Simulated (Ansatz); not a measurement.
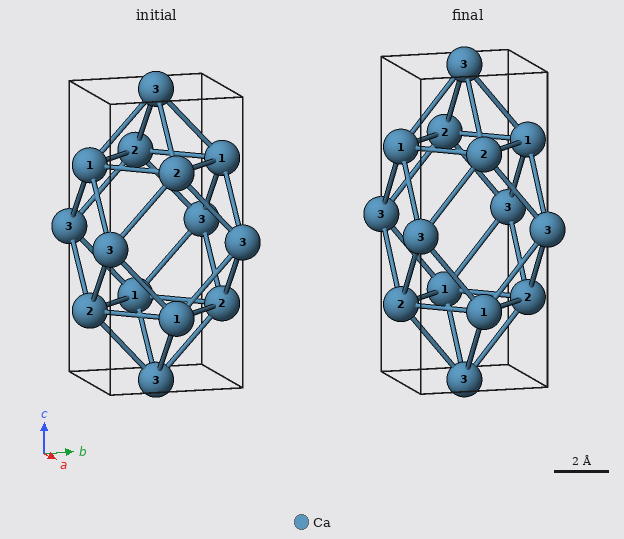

The structure of a crystal of Ca (set up in I4/mmm) (coarse preliminary run) before (left) and after (right) a relaxation, at one scale.

Style: ball-and-stick. Shown: the conventional cell (2 times the calculation's cell), slightly off an axis. Lengths and directions refer to the drawn axes.

Case: 2 of 2 Li taken out, relaxed.

These are results of DFT PBE, scalar-relativistic, plane waves, PAW in Ansatz, not measurements.

Input
```yaml
crystal:
  lattice:
    - [-2.6049293166, 2.6049293166, 5.5573340935]
    - [2.6049293166, -2.6049293166, 5.5573340935]
    - [2.6049293166, 2.6049293166, -5.5573340935]
  atoms:
    - { symbol: Ca, position: [0.75, 0.25, 0.5] }
    - { symbol: Ca, position: [0.25, 0.75, 0.5] }
    - { symbol: Ca, position: [0.5, 0.5, 0.0] }
basis:
  ecutwfc: 420
kpoints:
  mp_grid: { grid: [6, 6, 6] }
hamiltonian:
  xc: pbe
scf:
  occupations: { method: gaussian, width: 0.1 }
output:
  forces: true
  stress: true
  eigenvalues: true
relax:
  adjacent_minimum: "off"
  f_tol: 0.0325
  max_steps: 70
  cell: { stress_tol: 0.24 }
```

Launched with:
```bash
ansatz run input.yaml --threads 2 --pin off --max-ram 5120MiB --backend cpu --events-out ev --progress --plain --runs-dir out
```

**What changed between the two?**

Over 3 accepted moves (4 points after the start) the energy falls by 19.2 meV per atom. All forces vanish by symmetry, so only the cell relaxes. The pressure goes from 0.18 to 0.02 GPa. At 1 point the geometry stayed and the basis and grid were re-selected for the new cell (energy shift of less than 0.05 meV per atom at most each time). No atom moves by more than 0.005 Å relative to the cell. The volume changes by −0.5 %, with a = b 5.210 → 4.994 Å (−4.1 %), c 11.115 → 12.038 Å (+8.3 %). Among the contacts that change: Ca1–Ca2 3.684 → 3.531 Å, Ca1–Ca3 3.809 → 3.910 Å. The space group stays I4/mmm (No. 139). The run took 8.7 s on 2 threads of AMD EPYC 7B13 (Zen 3) (shared host), peak memory 0.51 GiB.
